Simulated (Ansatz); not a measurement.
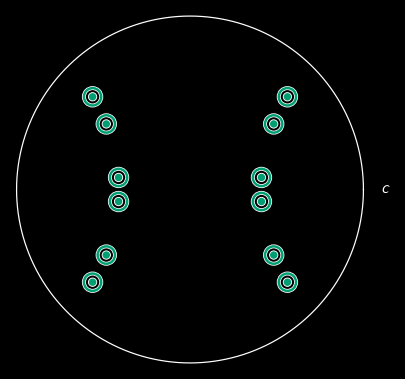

Stereographic projection: filled dots lie in the upper hemisphere, open rings in the lower. The a axis points at the viewer. The poles are all faces of one general form. Computed from the symmetry operations of a computed or model structure of composition Co.

Question: Name the crystal class.

Answer: 6/mmm (D6h), order 24, hexagonal system: one sixfold axis, six twofold axes, seven mirror planes, an inversion centre.

Question: Which physical properties does it allow?

Answer: It is centrosymmetric, so neither piezoelectric nor pyroelectric; it is not chiral.
